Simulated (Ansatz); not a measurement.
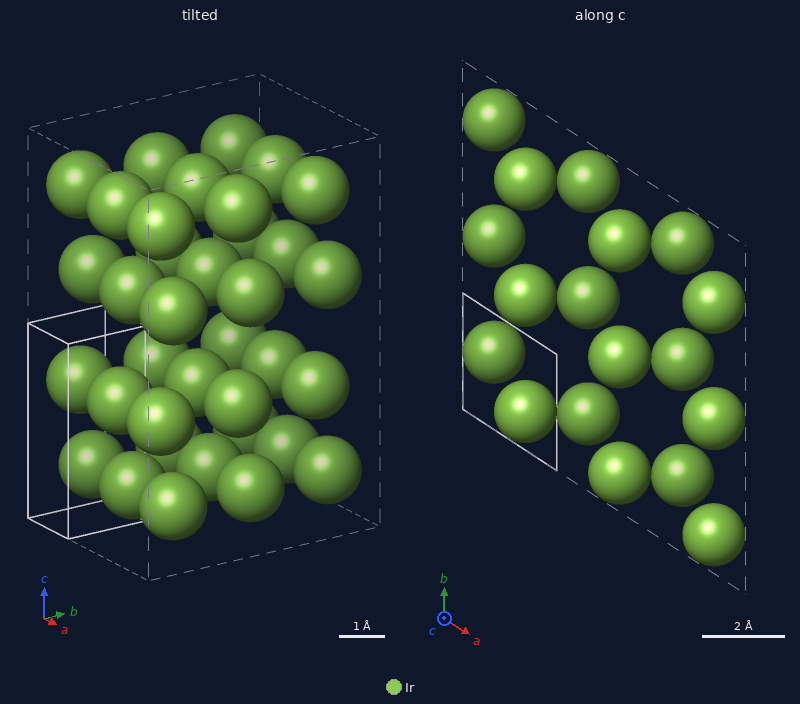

Shown here is a spheres-only view of the crystal, taken slightly off an axis and along the c axis. A 3×3×2 array of cells is drawn; the unit cell has the solid edges.

Characterise what is shown.

- The element is iridium.
- Strictly the space group is P2_1/m (No. 11, within 0.01 Å). It is a distorted form of a primitive hexagonal structure, space group P6_3/mmc (No. 194) within 0.45 Å: hexagonal close-packed (Mg type).
- The cell holds two atoms.
- The neighbours of Ir are twelve Ir in a distorted anticuboctahedral arrangement at about 2.7 to 2.8 Å.

The structure comes from a structure listed in the Materials Project. The cell was then strained or its atoms displaced on purpose. It was run through Ansatz as a DFT input.

At this level of theory the cell isn't at rest (stretched, at -7 GPa), so its distances can differ from those at equilibrium, the more so the softer the solid.
